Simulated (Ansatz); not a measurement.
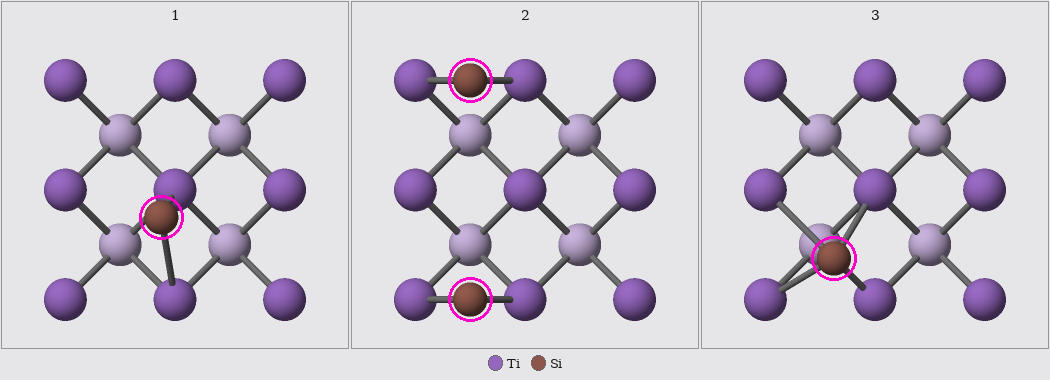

Si on a Ti(100) slab cut from the Im-3m phase, its upper half relaxed before the scan (16 atoms of substrate and one adsorbate in a 2 × 2 cell). 
- Si is moved over the surface cell; relaxed at each place: the height of the adsorbate's atoms; substrate rigid; the origin of the map has the adsorbate above Ti13.
- Places are given modulo a cell vector. The map is drawn in real space over the plane of the surface.
- The scan uses an 8 × 8 grid; 15 points were computed and 49 follow by symmetry.
- Places are given in fractions of the 1 × 1 surface cell.
- Energies are in eV, from the lowest grid point.
- All numbers below come from Ansatz, DFT PBE, scalar-relativistic, plane waves, PAW. Settings: cutoff 420 eV, k-mesh 4×4×1, gaussian smearing 0.1 eV, no spin polarisation.

The numbered pictures are structures from this grid. Rings mark the moved atoms.

> Rank them by energy, lowest first.

3, at (5/8, 3/8) of the cell vectors [nearest 1 Ti at 2.25 Å]: 0.94 eV; 2, at a bridge site between two Ti atoms, (4/8, 0/8) of the cell vectors: 1.67 eV; 1, at (7/8, 6/8) of the cell vectors [nearest 1 Ti at 2.34 Å]: 2.48 eV.

The map, with the structures marked:

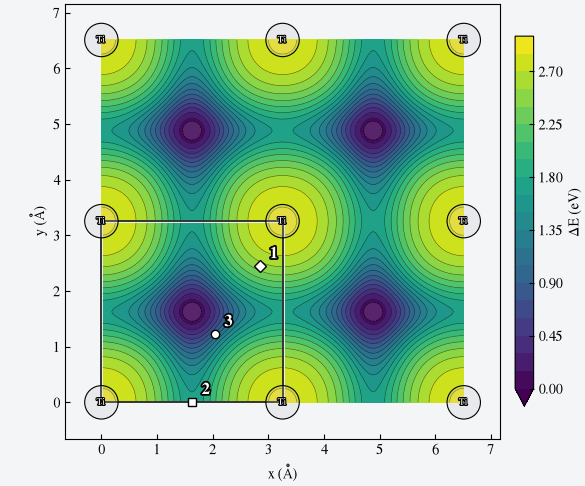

The picture shows filled contours, labelled circles for the atoms of the top layer and small ones for the second layer, the outline of one cell of the 2 × 2 shown. Between grid points the surface is interpolated.

PAW datasets: the set soft_1.
